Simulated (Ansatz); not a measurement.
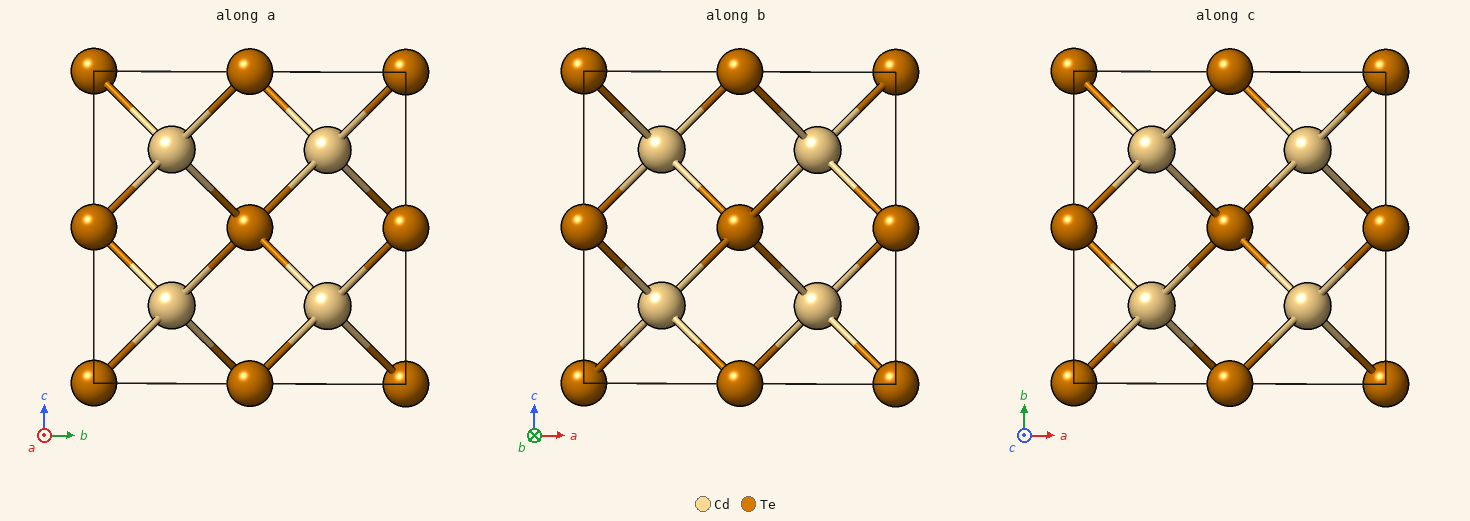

A ball-and-stick rendering, viewed along the a axis, along the b axis and along the c axis. The parallelepiped is the drawn cell (a repeat of the simulation cell).

Lattice parameters: a = 6.5490 Å, b = 6.5490 Å, c = 6.5490 Å, α = 90.191°, β = 90.191°, γ = 90.191°.

Q: Put the structure into a CIF in P1 with every atom of the cell.

A:
```cif
data_structure
_symmetry_space_group_name_H-M 'P 1'
_symmetry_Int_Tables_number 1
_cell_length_a 6.5490
_cell_length_b 6.5490
_cell_length_c 6.5490
_cell_angle_alpha 90.191
_cell_angle_beta 90.191
_cell_angle_gamma 90.191
_cell_volume 280.88
loop_
_atom_site_label
_atom_site_type_symbol
_atom_site_fract_x
_atom_site_fract_y
_atom_site_fract_z
_atom_site_occupancy
Cd1 Cd 0.2500 0.2500 0.2500 1
Cd2 Cd 0.7500 0.7500 0.2500 1
Cd3 Cd 0.7500 0.2500 0.7500 1
Te1 Te 0.5007 0.0007 0.0007 1
Cd4 Cd 0.2500 0.7500 0.7500 1
Te2 Te 0.0007 0.5007 0.0007 1
Te3 Te 0.0007 0.0007 0.5007 1
Te4 Te 0.5007 0.5007 0.5007 1
```

The structure comes from a structure type filled with these elements by a generator (whether the compound takes this form wasn't checked). The cell was then strained or its atoms displaced on purpose. Ansatz was used for an electronic-structure calculation on it.
